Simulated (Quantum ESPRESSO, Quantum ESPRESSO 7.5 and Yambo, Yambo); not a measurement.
## A GW chain in Yambo: P (puckered monolayer)

Aim: the G0W0 gap of P (puckered monolayer) on PBE, step by step.

Method: PBE and many-body steps on it, plane waves, in Quantum ESPRESSO 7.5 and Yambo 5.3.0.

**The experiments to reproduce.**

- Gap 1.7 eV: optical gap from reflectance; reflectance microscopy; 77 K; monolayer (“High Yield Growth and Doping of Black Phosphorus with Tunable Electronic Properties”, 2020, arxiv:2007.09381).

- Gap 1 eV: monolayer transport gap from transistor characteristics; field-effect transistor transfer characteristics; monolayer (quoted in “Exceptional and Anisotropic Transport Properties of Photocarriers in Black Phosphorus”, 2015, arxiv:1503.08525).

- Gap 2.2 eV: quasiparticle gap; monolayer (quoted in “Experimental evidence of monolayer arsenene: An exotic two-dimensional semiconducting material”, 2018, arxiv:1812.05978).

- Gap 2.102 ± 0.015 eV: optical gap, neutral exciton PL emission energy (mean over flakes); low-temperature micro-photoluminescence; monolayer (exfoliated flakes on Si with about 2 nm native oxide) on Si (“Excitons in atomically thin black phosphorus”, 2016, arxiv:1601.01110).

- Gap 1.67 eV: optical gap from PL emission peak, 1 layer; photoluminescence; monolayer (exfoliated monolayer) (“Infrared fingerprints of few-layer black phosphorus”, 2017, pmc:5227111).

This is a selection; 2 further reports are not listed.

This is a report of a sequence of runs, with most program output left out.

**1. Set-up**

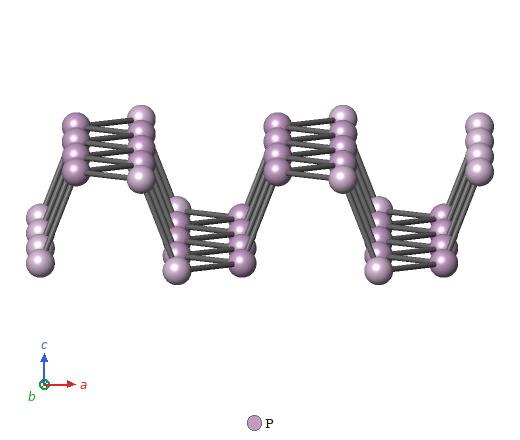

The cell as given, nearly edge on (phosphorus pink). 2×3×1 cells are drawn. Some periodic images of atoms are drawn too.

The cell holds 4 atoms: 4 P. Its edges and angles: a = 4.627 Å, b = 3.304 Å, c = 14.000 Å, α = 90.0°, β = 90.0°, γ = 90.0°. Vacuum lies along c.

The structure was relaxed with PBE. The runs that relaxed it are not among those shown.

**2. Ground state**

This step: Quantum ESPRESSO 7.5; DFT, PBE, plane waves, norm-conserving pseudopotentials.

The ground-state density comes first.

Contents of pw.in:

```
&control
  calculation = 'scf'
  prefix = 'x'
  outdir = 'o'
  pseudo_dir = 'pseudo'
/
&system
  ibrav = 0
  nat = 4
  ntyp = 1
  ecutwfc = 36.0
  nbnd = 16
  force_symmorphic = .true.
/
&electrons
  conv_thr = 1e-10
  electron_maxstep = 80
  mixing_beta = 0.5
/
ATOMIC_SPECIES
  P 30.974 P.upf
CELL_PARAMETERS angstrom
  4.6271599610 0.0000000000 0.0000000000
  0.0000000000 3.3043513570 0.0000000000
  0.0000000000 0.0000000000 14.0000000000
ATOMIC_POSITIONS crystal
  P 0.0887696193 0.0000000000 0.5752654040
  P 0.4112303807 0.5000000000 0.5752654040
  P 0.5887696193 0.5000000000 0.4247346300
  P 0.9112303807 0.0000000000 0.4247346300
K_POINTS automatic
  8 10 1 0 0 0
```

Run with:

```console
OMP_NUM_THREADS=1 mpirun -n 8 pw.x -nk 8 -in pw.in > pw.out
```

Wall time 12 s (8 MPI ranks of Arm Neoverse V2, shared host); peak memory 0.6 GiB; 59 s of CPU time.

Numbers from this step:

```
total energy               : -753.6752 eV
gap                        : 0.9076 eV
k of the valence top       : 0, 0, 0
k of the conduction bottom : 0, 0, 0
least direct gap           : 0.9076 eV
```

The gap is direct, at Γ.

**3. Empty states on the mesh, 6×6×1 mesh, 70 bands**

The sums over transitions need many empty states on a uniform mesh; this step solves for them.

pw.in, as its differences from that of step 2:

```diff
@@ -1,3 +1,3 @@
 &control
-  calculation = 'scf'
+  calculation = 'nscf'
   prefix = 'x'
@@ -11,3 +11,3 @@
   ecutwfc = 36.0
-  nbnd = 16
+  nbnd = 70
   force_symmorphic = .true.
@@ -15,5 +15,6 @@
 &electrons
-  conv_thr = 1e-10
+  conv_thr = 1e-9
   electron_maxstep = 80
-  mixing_beta = 0.5
+  diago_full_acc = .true.
+  diago_thr_init = 5e-6
 /
@@ -31,2 +32,2 @@
 K_POINTS automatic
-  8 10 1 0 0 0
+  6 6 1 0 0 0
```

Run with:

```console
OMP_NUM_THREADS=1 mpirun -n 8 pw.x -nk 4 -in pw.in > pw.out
```

The job ended after 14 s (8 MPI ranks; peak memory 0.5 GiB).

This step gave:

```
gap                                                           : 0.9076 eV
k of the valence top                                          : 0, 0, 0
k of the conduction bottom                                    : 0, 0, 0
least direct gap                                              : 0.9076 eV
k points computed                                             : 16
lowest point of the top converged band, above the valence top : 22.67 eV
```

On this mesh the gap is 0.908 eV.

**4. Conversion and set-up**

This step: Yambo 5.3.0; conversion and set-up on PBE, plane waves, norm-conserving pseudopotentials.

The states are converted to the many-body program's format and the q mesh is built.

Run with:

```console
(cd o/x.save; p2y > p2y.log; mv SAVE ../..); yambo > setup.log
```

Run time: 2.2 s. Hardware: 1 MPI rank; peak memory 0.24 GiB.

**5. Screening and self-energy, 6×6×1 mesh, 70 bands, screening to 88.4 eV**

G0W0 replaces the xc potential by the self-energy, built once from these orbitals. Only a window of levels is corrected, while the sums run over the empty bands that the input names.

This step: G0W0 on PBE, plane waves, norm-conserving pseudopotentials.

Contents of gw1.in:

```
HF_and_locXC
gw0
dyson
ppa
em1d
rim_cut
rim_w
RandQpts= 3000000
RandGvec= 100 RL
CUTGeo= "slab z"
RandGvecW= 9 RL
EXXRLvcs= 36 Ry
VXCRLvcs= 144 Ry
Chimod= "HARTREE"
% BndsRnXp
 1 | 70 |
%
NGsBlkXp= 6.5 Ry
% LongDrXp
 1 | 1 | 0 |
%
% GbndRnge
 1 | 70 |
%
DysSolver= "n"
ExtendOut
PPAPntXp= 27.21138 eV
% QPkrange
 1 | 1 | 9 | 12 |
%
```

Run with:

```console
OMP_NUM_THREADS=2 mpirun -n 4 yambo -F gw1.in -J gw1 -C gw1 > gw1.log
```

The job ended after 2.1 min (4 MPI ranks; peak memory 2.1 GiB).

Numbers from this step:

* G0W0 gap on the points computed: 1.950 eV
* starting gap on the mesh: 0.9076 eV
* k of the valence top: 0, 0, 0
* k of the conduction bottom: 0, 0, 0
* least direct G0W0 gap on the computed points: 1.950 eV
* Z at the valence top: 0.7352
* Z at the conduction bottom: 0.7453

The gap on the mesh goes from 0.91 eV to 1.95 eV, a correction of +1.04 eV.

Limits: finite bands, cutoff and mesh. v1 is the top filled band, c1 the lowest empty one. Levels before and after the correction, in eV, zero at the valence-band top of each column:

```
           conduction bottom  valence top
Kohn-Sham               0.91         0.00
     G0W0               1.95         0.00
```

```
           level  energy (eV)
Kohn-Sham   Γ v2       -1.638
Kohn-Sham   Γ v1        0.000
Kohn-Sham   Γ c1        0.908
Kohn-Sham   Γ c2        1.643
     G0W0   Γ v2       -1.889
     G0W0   Γ v1        0.000
     G0W0   Γ c1        1.950
     G0W0   Γ c2        2.937
```

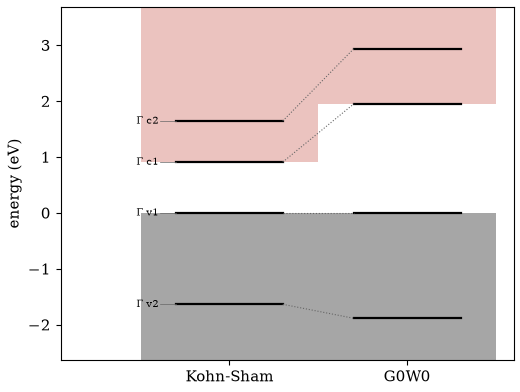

Levels before and after the correction. Shaded: valence and conduction bands.

**6. Where the time went**

Times are wall times on the hardware named with each run. The host was busy with other work, so they are no guide to cost.

```
                     step     time  share  memory (GiB)
             ground state     12 s    8 %           0.6
 empty states on the mesh     14 s    9 %           0.5
    conversion and set-up    2.2 s    1 %          0.24
screening and self-energy  2.1 min   82 %           2.1
```

**7. Summary of results**

```json
{"PBE gap": "0.91 eV, direct", "G0W0 gap on the mesh": "1.95 eV", "GW settings": "6×6×1 mesh, 70 bands, screening to 88.4 eV, Godby-Needs plasmon pole", "known limits": "not at the basis limit"}
```

**Reading.** G0W0 moves the gap on the mesh from 0.91 eV to 1.95 eV (+1.04 eV), with Z of 0.74 and 0.75 at the edges. Only 1 of the mesh's irreducible points was corrected, so a valley elsewhere could overtake. The dearest step here is «screening and self-energy». Against experiment, by G0W0@PBE: the direct gap of 1.95 eV lies +0.25 eV from the measured 1.7 eV (exciton, 77 K, 2020); the gap of 1.95 eV lies +0.95 eV from the measured 1 eV (transport, quoted 2015); the gap of 1.95 eV lies −0.25 eV from the measured 2.2 eV (electronic, quoted 2018); the direct gap of 1.95 eV lies −0.15 eV from the measured 2.102 ± 0.015 eV (exciton, on Si, 2016); the direct gap of 1.95 eV lies +0.28 eV from the measured 1.67 eV (exciton, 2017). An exciton line or allowed optical edge lies below the quasiparticle gap by the binding energy; a forbidden edge can push the onset above it. The computed sheet is free-standing; a substrate or cover screens it further and lowers both gap and binding, while the exciton line moves little. The calculation has static nuclei and no excitons; a measured gap holds zero-point and thermal motion, which mostly lowers it. Bands and cutoff are finite, so the gap is not at the basis limit. The miss can reach some tenths of an eV and take either sign; the mesh is an error of its own. In the G0W0 run levels were corrected at 1 k point alone, so a gap called «on the mesh» is the least over those, and an edge elsewhere would be missed.

[Paths, hosts, dates, memory and timing lines, banners, echoed tables and standing remarks are left out of the program output.]

[Logs are printed without paths, hosts, clocks, repeated set-up lines and the standing remarks that a program may print on its own settings, such as how far it seeks lower states.]

[Runs of the session that timed out or met a known fault of the program may be left out.]

[Hosts, paths, dates, database ids (printed as entryN), source tags and the programs' standing remarks are cut or masked in the printed files.]
